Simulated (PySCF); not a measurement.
# CHF3 (trifluoromethane) at 4 levels

Aim: a comparison of 4 runs (B3LYP/6-31G*, B2PLYP/def2-SVPD, CAM-B3LYP/def2-SVPD, revPBE/def2-SVPD) of CHF3 (trifluoromethane). Input form: a Python script.

Program for the calculation: PySCF 2.14.0.

2 further runs of the same task are left out: 2 set aside as unsound or not needed.

## (1) Starting point

CHF3: 5 atoms, total charge 0, spin state singlet. SMILES: `FC(F)F`. The C2–H5 distance was set to 2.429 Å, away from the relaxed value. At this shape a bond of the SMILES string is far longer than usual.

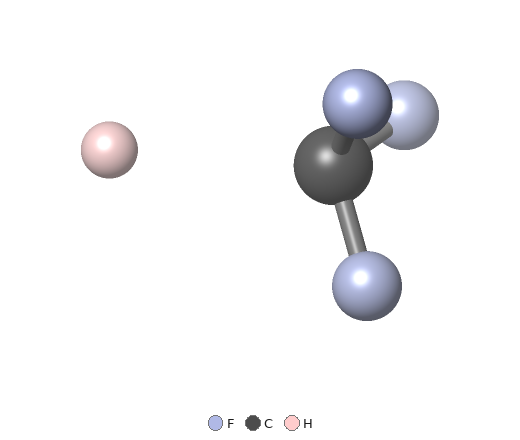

The structure, seen from a chosen angle (fluorine light blue, carbon dark grey, hydrogen pink).

## (2) A single-point energy at B3LYP/6-31G(d) (spherical functions) (run 1)

File calc.py:

```python
from pyscf import gto, dft

mol = gto.M(
    atom='''
F       -1.098023      -1.576672       0.924877
C       -0.411403      -1.189672      -0.143383
F        0.612067      -2.019212      -0.307603
F       -1.201623      -1.283052      -1.206573
H        0.377570       1.091490       0.131950
''',
    charge=0,
    verbose=4,
    basis='6-31g*',
    max_memory=1860,
)

mf = dft.RKS(mol, xc='b3lyp')
mf.grids.level = 5
mf.conv_tol = 1e-10
mf.kernel()
if not mf.converged:
    mf = mf.newton().run(mf.mo_coeff, mf.mo_occ)

e_tot = mf.e_tot
print('E = %.10f Eh' % e_tot)
```

Run with:

```
$ OMP_NUM_THREADS=1 python calc.py
```

The program printed:

```text
PySCF version 2.14.0

[... 75 lines left out ...]
converged SCF energy = -338.045012165453
E = -338.0450121655 Eh
```

Run time: 8.7 s. Hardware: 1 thread of Arm Neoverse V1, shared host; peak memory 0.31 GiB.

## (3) A single-point energy at B2PLYP/def2-SVPD (run 2)

File input.py:

```python
from pyscf import gto, dft, mp

mol = gto.M(
    atom='''
F     -2.074963    -2.979478     1.747764
C     -0.777439    -2.248154    -0.270955
F      1.156639    -3.815758    -0.581285
F     -2.270738    -2.424617    -2.280093
H      0.713504     2.062617     0.249349
''',
    basis='def2-svpd',
    charge=0,
    unit='bohr',
    spin=0,
    max_memory=1860,
    verbose=3,
)

mf = dft.RKS(mol, xc='0.53*HF + 0.47*B88, 0.73*LYP')
mf.conv_tol = 1e-10
mf.grids.level = 5
mf.kernel()
if not mf.converged:
    mf = mf.newton().run(mf.mo_coeff, mf.mo_occ)

pt = mp.MP2(mf, frozen=4).run()
e_tot = mf.e_tot + 0.27 * pt.e_corr
print('PT2 part  %.8f' % (0.27 * pt.e_corr))
print('Final energy', e_tot)
```

Run with:

```
$ OMP_NUM_THREADS=1 python input.py
```

The program printed:

```text
converged SCF energy = -337.317143800957
E(RMP2) = -338.257983689005  E_corr = -0.940839888048273
E(SCS-RMP2) = -338.231341583114  E_corr = -0.914197782157901
PT2 part  -0.25402677
Final energy -337.5711705707296
```

Run time: 15 s. Hardware: 1 thread of Arm Neoverse V1, shared host; peak memory 0.48 GiB.

Run 3 isn't shown in full; the table further down has it.

## (4) A single-point energy at revPBE/def2-SVPD (run 4)

File calc.py:

```python
from pyscf import gto, dft

mol = gto.Mole()
mol.atom = [
    ('F', (-1.098023, -1.576672, 0.924877)),
    ('C', (-0.411403, -1.189672, -0.143383)),
    ('F', (0.612067, -2.019212, -0.307603)),
    ('F', (-1.201623, -1.283052, -1.206573)),
    ('H', (0.377570, 1.091490, 0.131950)),
]
mol.basis = 'def2-svpd'
mol.verbose = 3
mol.charge = 0
mol.max_memory = 1860
mol.build()

mf = dft.RKS(mol)
mf.xc = 'revpbe'
mf.conv_tol = 1e-10
mf.grids.level = 5
mf.kernel()
if not mf.converged:
    mf = mf.newton().run(mf.mo_coeff, mf.mo_occ)

etot = mf.e_tot
print('Final energy', etot)
```

Run with:

```
$ OMP_NUM_THREADS=1 python calc.py
```

The program printed:

```text
converged SCF energy = -337.734250753493
Final energy -337.73425075349303
```

Run time: 17 s. Hardware: 1 thread of Arm Neoverse V1, shared host; peak memory 0.48 GiB.

## (5) All runs side by side

| run | level | frozen core orbitals | energy (Eh) | dipole moment (D) | HOMO energy (eV) | LUMO energy (eV) | wall time |
| --- | --- | --- | --- | --- | --- | --- | --- |
| 1 | B3LYP/6-31G* (spherical functions) | – | -338.045012 | 0.30 | -7.61 | -4.02 | 8.7 s |
| 2 | B2PLYP/def2-SVPD | 4 | -337.571171 | 0.70 | -9.22 | -3.31 | 15 s |
| 3 | CAM-B3LYP/def2-SVPD | – | -337.730925 | 0.64 | -9.58 | -3.36 | 22 s |
| 4 | revPBE/def2-SVPD | – | -337.734251 | 0.03 | -7.12 | -4.95 | 17 s |

## (6) Results

| quantity | value |
| --- | --- |
| run 4: total energy | -337.73425 Eh |
| run 4: dipole moment | 0.03 D |
| run 4: HOMO energy | -7.12 eV |
| run 4: LUMO energy | -4.95 eV |
| run 4: HOMO–LUMO gap | 2.16 eV |

**Reading.** The dipole moment (its size) runs from 0.03 D (revPBE/def2-SVPD) to 0.70 D (B2PLYP/def2-SVPD). A double hybrid's value is that of its SCF part. The HOMO–LUMO gap runs from 2.16 eV (revPBE/def2-SVPD) to 6.22 eV (CAM-B3LYP/def2-SVPD). Totals of different functionals can't be ranked against each other. In runs 1, 2, 3, 4 a closed-shell determinant meets a far-stretched bond, which it describes badly. All runs together took 62 s, the longest 22 s.
